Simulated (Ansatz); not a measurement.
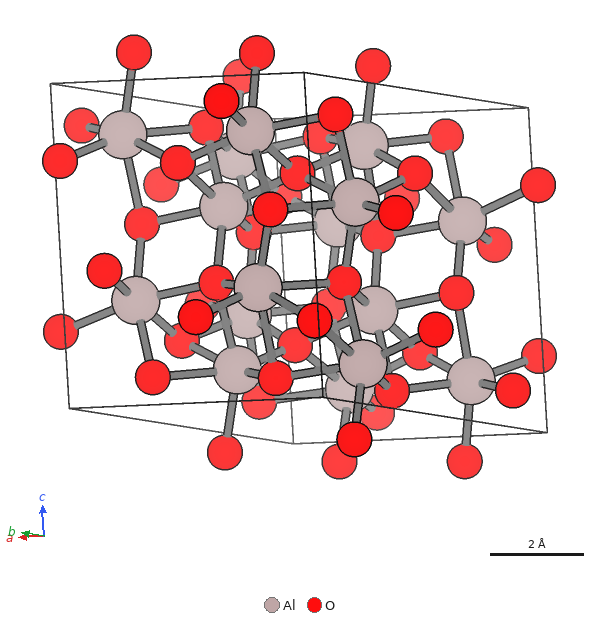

*The input geometry (ball-and-stick view of the cell of the calculation, seen at an oblique angle; bonded neighbours outside the cell are drawn too).*

Run report: Al₂O₃, geometry relaxation (part 1 of 3)

System: Al₂O₃ (P1, 40 atoms in the cell).
Method: DFT PBE, scalar-relativistic, plane waves, PAW, no spin polarisation (Ansatz 0.2.0).

The structure derives from a Materials Project entry. It belongs to a series of runs on one base structure; here: the perfect supercell shaken and relaxed.

Log:
```
Engine: ansatz 0.2.0, aarch64-unknown-linux-gnu
Pseudopotentials: kind: paw
Pseudopotential: Al, paw, valence charge 3, recommended cutoff 420 eV (normal), Al.paw.azcp
Pseudopotential: O, paw, valence charge 6, recommended cutoff 420 eV (normal), O.paw.azcp
Functional definition: PBE
  parameter kappa = 0.804
  parameter beta = 0.06672455060314922
  exchange = pbe_x(kappa = kappa, mu = beta*pi^2/3)
  correlation = pbe_c(beta = beta)
Crystal: 40 atoms, lattice volume = 350.426 Å³
Basis set: ecut = 420 eV, 6831 PW (Γ), exchange–correlation on 96×96×96 points (8 copies of the dense FFT grid, shifted against one another)
Bands: 136, of which v1, the nominal top of the filled ones, is band 96 counted from 1 (95 counted from 0)
Symmetry: 1 space group operations
Space group: P1 (ITA 1), of the structure as read, at distance tolerance 7.1e-5 Å
k-points: 4 of 8 (time reversal used)
Non-local potential: Al, projectors of the file, l = 0: 2, l = 1: 2, l = 2: 1
Non-local potential: O, projectors of the file, l = 0: 2, l = 1: 2, l = 2: 1
PAW form: soft (Blöchl's): semilocal exchange-correlation on the pseudo side does not see the compensation charge
PAW one-centre angular grid: Al, 110 points (default); XC on 64 Gauss nodes
PAW one-centre angular grid: O, 110 points (default); XC on 64 Gauss nodes
Initial density: superposition of atomic densities (neutral atoms: chi_scale 0, normalization atom), corrected by the library's trained network
Initial wavefunctions: pseudopotential atomic-orbital guess
Functional: x = pbe(κ = 0.804, μ = 0.2195149727645171), c = pbe(β = 0.06672455060314922)
SCF iter   1: F=—  HF=-22276.887779 eV  |F-HF|=—  |Δ(HF+E_count)|=         —  Δρ=1.71e-3  dr2=5.27e-3  ethr=1.77e-3  ⟨swp⟩=7.0  Hψ=2587  notcnv=0  defer=52
preconditioner: auto → Resta (q_TF=auto, 2.468 Å⁻¹)  ε∞=3.6  [insulator: Δε(μ)=6.639 eV  Ē_g=17.128 eV  σ=0.020 eV  W_gap=1.00  n_scr=86 (ndim 8)  ℏωp=27.5 eV  f_vac=0.000  D(μ)=0.00/eV (n_scr^D=0)  ε∞_Penn≈3.6]
SCF iter   2: F=—  HF=-22276.893464 eV  |F-HF|=—  |Δ(HF+E_count)|=   5.68e-3  Δρ=9.07e-4  dr2=1.30e-3  ethr=2.75e-6  ⟨swp⟩=2.0  Hψ=1032  notcnv=0  defer=140
SCF iter   3: F=—  HF=-22276.895989 eV  |F-HF|=—  |Δ(HF+E_count)|=   2.52e-3  Δρ=2.58e-4  dr2=1.67e-4  ethr=6.76e-7  ⟨swp⟩=2.0  Hψ=706  notcnv=0  defer=140
iter 4 did not close the SCF: its close was put off for the readings that it lacked (scf_convergence_deferred on its scf_iter line)
SCF iter   4: F=-22276.896070 eV  HF=-22276.896069 eV  |F-HF|=8.43e-7  |Δ(HF+E_count)|=   8.07e-5  Δρ=7.80e-5  dr2=1.34e-5  ethr=8.71e-8  ⟨swp⟩=2.0  Hψ=710  notcnv=0  defer=140
iter 5 did not close the SCF: its close was put off for the readings that it lacked (scf_convergence_deferred on its scf_iter line)
SCF iter   5: F=-22276.896074 eV  HF=-22276.896074 eV  |F-HF|=6.23e-7  |Δ(HF+E_count)|=   4.12e-6  Δρ=2.45e-5  dr2=1.38e-6  ethr=7.00e-9  ⟨swp⟩=2.0  Hψ=712  notcnv=0  defer=140
SCF iter   6: F=-22276.896074 eV  HF=-22276.896075 eV  |F-HF|=6.92e-8  |Δ(HF+E_count)|=   9.59e-7  Δρ=7.66e-6  dr2=1.46e-7  ethr=7.19e-10  ⟨swp⟩=13.5  Hψ=3108  notcnv=0
SCF 1 converged in 6 iterations: F = -22276.896074 eV  dr2 = 1.46e-7
  greatest PAW one-centre occupation: 0.860 electrons in one spin orbital (limit 2), on the O atom at site 25 (counted from 0), in its partial waves of l = 0
relax step   1: F+E_penalty+E_count = -22276.89607445 eV  Δ(F+E_penalty+E_count) = +0.000e0 eV  max|allowed force component| = 2.793e0 eV/Å  Δτ_max = 0.0000 Å  (6 SCF iters, dr2 threshold 2.25e-5 eV, accepted)
Initial density: handed on by an earlier stage of this run
Initial wavefunctions: those handed on with the density
iter 1 solved again at ethr=8.39e-5 eV; its pass at ethr=3.10e-3 eV (dr2=1.61e-1 eV) is discarded
SCF iter   1: F=—  HF=-22277.971340 eV  |F-HF|=—  |Δ(HF+E_count)|=         —  Δρ=6.81e-3  dr2=1.63e-1  ethr=8.39e-5  ⟨swp⟩=2.0  Hψ=1709  notcnv=0  defer=140
preconditioner: auto → Resta (q_TF=auto, 2.468 Å⁻¹)  ε∞=3.5  [insulator: Δε(μ)=6.845 eV  Ē_g=17.222 eV  σ=0.020 eV  W_gap=1.00  n_scr=86 (ndim 8)  ℏωp=27.5 eV  f_vac=0.000  D(μ)=0.00/eV (n_scr^D=0)  ε∞_Penn≈3.5]
SCF iter   2: F=—  HF=-22277.926202 eV  |F-HF|=—  |Δ(HF+E_count)|=   4.51e-2  Δρ=3.34e-3  dr2=4.15e-2  ethr=8.39e-5  ⟨swp⟩=3.2  Hψ=717  notcnv=0  defer=140
SCF iter   3: F=—  HF=-22277.913303 eV  |F-HF|=—  |Δ(HF+E_count)|=   1.29e-2  Δρ=9.23e-4  dr2=2.13e-3  ethr=2.16e-5  ⟨swp⟩=3.0  Hψ=758  notcnv=0  defer=140
SCF iter   4: F=—  HF=-22277.912850 eV  |F-HF|=—  |Δ(HF+E_count)|=   4.53e-4  Δρ=2.76e-4  dr2=2.21e-4  ethr=1.11e-6  ⟨swp⟩=2.2  Hψ=817  notcnv=0  defer=140
SCF iter   5: F=-22277.912825 eV  HF=-22277.912828 eV  |F-HF|=3.40e-6  |Δ(HF+E_count)|=   2.16e-5  Δρ=6.42e-5  dr2=1.36e-5  ethr=5.21e-8  ⟨swp⟩=14.5  Hψ=3342  notcnv=0
SCF 2 converged in 5 iterations: F = -22277.912825 eV  dr2 = 1.36e-5
  greatest PAW one-centre occupation: 0.859 electrons in one spin orbital (limit 2), on the O atom at site 25 (counted from 0), in its partial waves of l = 0
relax step   2: F+E_penalty+E_count = -22277.91282477 eV  Δ(F+E_penalty+E_count) = -1.017e0 eV  max|allowed force component| = 1.298e0 eV/Å  Δτ_max = 0.0804 Å  (5 SCF iters, dr2 threshold 1.00e-4 eV, accepted)
SCF iter   1: F=—  HF=-22278.518308 eV  |F-HF|=—  |Δ(HF+E_count)|=         —  Δρ=7.74e-3  dr2=2.22e-1  ethr=9.01e-4  ⟨swp⟩=4.2  Hψ=1270  notcnv=0  defer=140
preconditioner: auto → Resta (q_TF=auto, 2.468 Å⁻¹)  ε∞=3.5  [insulator: Δε(μ)=6.941 eV  Ē_g=17.235 eV  σ=0.020 eV  W_gap=1.00  n_scr=86 (ndim 8)  ℏωp=27.5 eV  f_vac=0.000  D(μ)=0.00/eV (n_scr^D=0)  ε∞_Penn≈3.5]
SCF iter   2: F=—  HF=-22278.452181 eV  |F-HF|=—  |Δ(HF+E_count)|=   6.61e-2  Δρ=3.85e-3  dr2=5.68e-2  ethr=1.16e-4  ⟨swp⟩=2.2  Hψ=649  notcnv=0  defer=140
SCF iter   3: F=—  HF=-22278.434812 eV  |F-HF|=—  |Δ(HF+E_count)|=   1.74e-2  Δρ=1.40e-3  dr2=4.47e-3  ethr=2.96e-5  ⟨swp⟩=3.0  Hψ=728  notcnv=0  defer=140
SCF iter   4: F=—  HF=-22278.433842 eV  |F-HF|=—  |Δ(HF+E_count)|=   9.69e-4  Δρ=3.78e-4  dr2=3.35e-4  ethr=2.33e-6  ⟨swp⟩=2.0  Hψ=729  notcnv=0  defer=140
SCF iter   5: F=-22278.433847 eV  HF=-22278.433854 eV  |F-HF|=6.20e-6  |Δ(HF+E_count)|=   1.11e-5  Δρ=7.64e-5  dr2=1.88e-5  ethr=5.21e-8  ⟨swp⟩=14.2  Hψ=3653  notcnv=0
SCF 3 converged in 5 iterations: F = -22278.433847 eV  dr2 = 1.88e-5
  greatest PAW one-centre occupation: 0.858 electrons in one spin orbital (limit 2), on the O atom at site 19 (counted from 0), in its partial waves of l = 0
relax step   3: F+E_penalty+E_count = -22278.43384730 eV  Δ(F+E_penalty+E_count) = -5.210e-1 eV  max|allowed force component| = 2.311e-2 eV/Å  Δτ_max = 0.0664 Å  (5 SCF iters, dr2 threshold 1.00e-4 eV, accepted)
iter 1 solved again at ethr=9.69e-9 eV; its pass at ethr=3.10e-3 eV (dr2=1.86e-5 eV) is discarded
SCF iter   1: F=—  HF=-22278.434478 eV  |F-HF|=—  |Δ(HF+E_count)|=         —  Δρ=7.61e-5  dr2=1.86e-5  ethr=9.69e-9  ⟨swp⟩=1.0  Hψ=1288  notcnv=0
preconditioner: auto → Resta (q_TF=auto, 2.468 Å⁻¹)  ε∞=3.5  [insulator: Δε(μ)=6.949 eV  Ē_g=17.228 eV  σ=0.020 eV  W_gap=1.00  n_scr=86 (ndim 8)  ℏωp=27.5 eV  f_vac=0.000  D(μ)=0.00/eV (n_scr^D=0)  ε∞_Penn≈3.5]
SCF iter   2: F=—  HF=-22278.433853 eV  |F-HF|=—  |Δ(HF+E_count)|=   6.26e-4  Δρ=3.31e-5  dr2=4.95e-6  ethr=9.69e-9  ⟨swp⟩=2.8  Hψ=740  notcnv=0
SCF iter   3: F=—  HF=-22278.433853 eV  |F-HF|=—  |Δ(HF+E_count)|=   7.97e-7  Δρ=1.88e-5  dr2=1.51e-6  ethr=2.58e-9  ⟨swp⟩=2.2  Hψ=698  notcnv=0
SCF iter   4: F=-22278.433854 eV  HF=-22278.433854 eV  |F-HF|=2.12e-8  |Δ(HF+E_count)|=   3.56e-7  Δρ=4.21e-6  dr2=4.31e-8  ethr=5.21e-11  ⟨swp⟩=6.0  Hψ=2447  notcnv=0
SCF 4 converged in 4 iterations: F = -22278.433854 eV  dr2 = 4.31e-8
  greatest PAW one-centre occupation: 0.858 electrons in one spin orbital (limit 2), on the O atom at site 31 (counted from 0), in its partial waves of l = 0
relax step   4: F+E_penalty+E_count = -22278.43385379 eV  Δ(F+E_penalty+E_count) = -6.488e-6 eV  max|allowed force component| = 2.290e-2 eV/Å  Δτ_max = 0.0000 Å  (4 SCF iters, accepted)
```

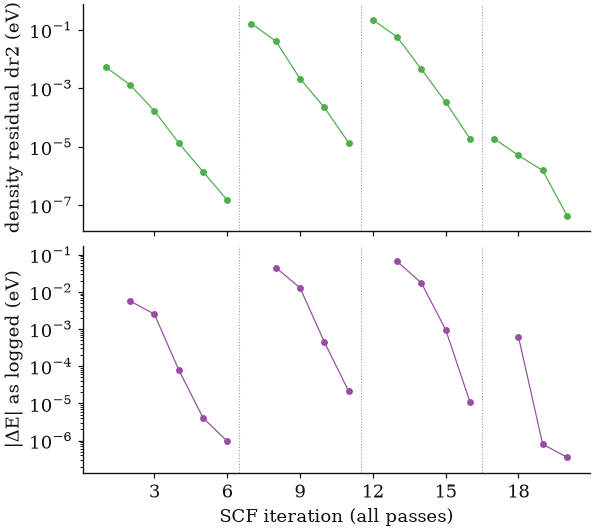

*Convergence of the self-consistent field: density residual dr2 and size of the energy change against the SCF iteration. The dotted lines part the SCF passes of the relaxation: geometry steps, rejected trials and re-solves on a re-selected basis.*

The passes take 6, 5, 5 and 4 iterations.

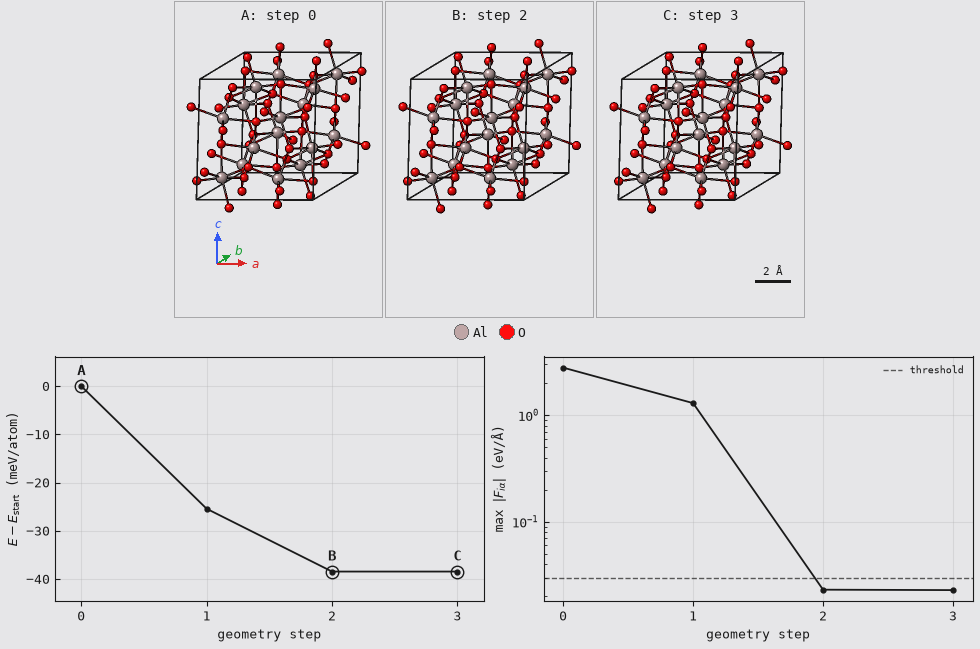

*Frames of the relaxation (ball-and-stick view of the cell of the calculation, with bonded neighbours outside it, seen slightly off an axis) above the curves, on which the letters mark them (the first geometry is step 0 here and step 1 in the log).*

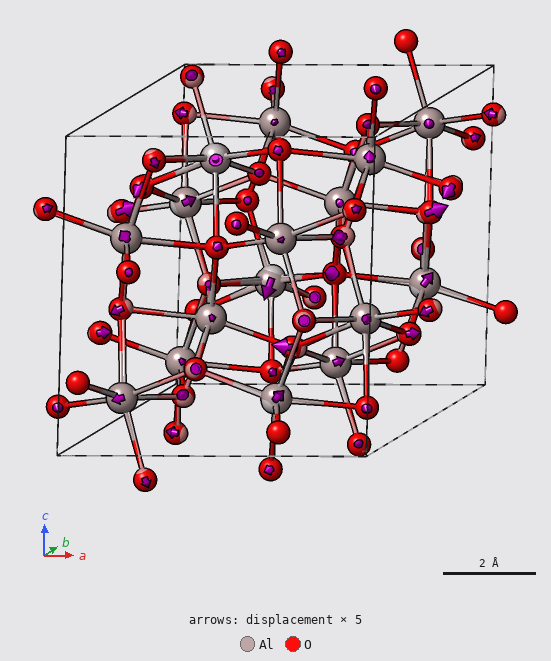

*Start (faint) and end (solid) with the displacements as pink arrows, magnified 5 times (ball-and-stick view of the cell of the calculation, with bonded neighbours outside it, seen slightly off an axis).*

The largest moves, 0.12 Å, are those of O22 and O37. By element the largest moves are O 0.12 Å, Al 0.11 Å. The cell doesn't change. Among the contacts that change: Al5–O37 2.016 → 1.875 Å, Al2–O37 1.759 → 1.874 Å, Al7–O29 1.881 → 1.990 Å, Al12–O37 2.098 → 1.991 Å. Among the angles that change: Al2–O37–Al16 102.3° → 93.7°, O23–Al12–O37 72.8° → 79.6°, Al4–O39–Al14 99.9° → 93.6°. The space group (tolerance 0.01 Å) goes from P1 (No. 1) to R-3c (No. 167). Over 3 geometry steps the energy falls by 38.4 meV per atom. The largest force component goes from 2.8 to 0.023 eV/Å. (Atoms are counted from 1 in the order of the input.)

```
SCF converged after 4 iterations
Free energy (F): -22278.433854 eV
Harris-Foulkes:  -22278.433854 eV  (|F-HF|=2.12e-8)
Internal energy: -22278.433854 eV  (E = F + TS)
E sigma→0 (E₀):  -22278.433854 eV
Fermi energy:    10.737080 eV
--- Per-component energies (eV) ---
  E_band       = 211.717045
  E_kinetic    = 4713.422714
  E_local      = -8033.822555  (includes V_loc(G=0)·N_el)
  E_nonlocal   = 1293.493280
  E_hartree    = 2975.217363
  E_xc         = -2449.195148
  E_vxc        = -2781.593146  (∫ρ·V_xc dr)
  E_paw        = -11283.894477  (= ΣΔE_a)
  E_vpaw       = -930.262797  (= ΣTr[D̂ρ^β])
  E_aug_tail   = 0.060569  (compensation charges beyond the density's cutoff)
  E_ewald      = -9493.715600
  E_smearing   = -0.000000  (= −TS)
  E_closure    = 0.000000  (closes the sum)
  Σ components = -22278.433854   (vs F -22278.433854, Δ=0.00e0)
```
